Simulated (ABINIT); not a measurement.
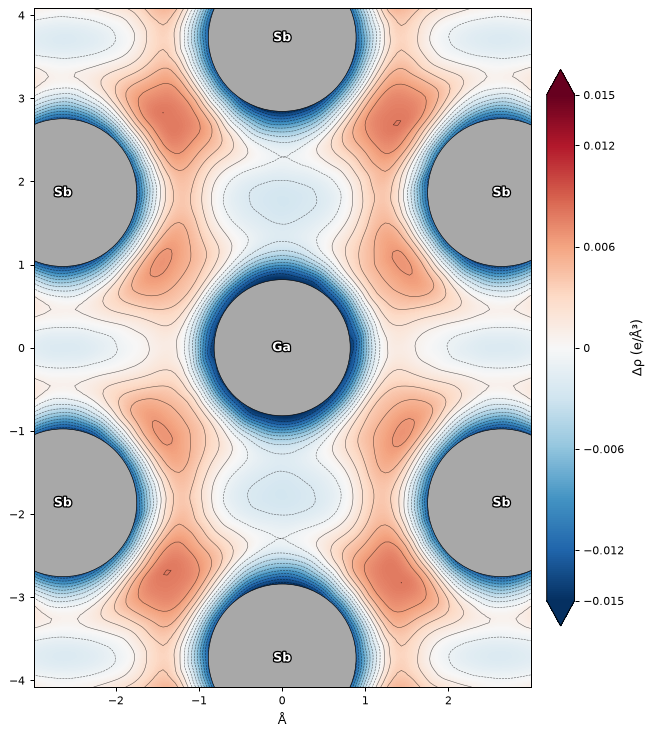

GaSb3. Difference of the valence pseudo-densities of two functionals at the same geometry, on the (11̄0) plane of the calculation cell: r2SCAN less LDA.

Space group Fm-3m; a structure from a database of computed crystals, not necessarily the ambient phase.

Both computed with ABINIT (plane waves, PAW), on the same k-point mesh. Grey discs cover the atomic cores.

Where does the change of functional move the electrons?

Against LDA, r2SCAN gives less density around Sb (−0.006 e/Å³ on average at 1.0 Å from the nucleus), less density around Ga (−0.009 e/Å³ on average at 1.0 Å from the nucleus) and a change of +0.006 e/Å³ at the midpoint of Ga–Sb.
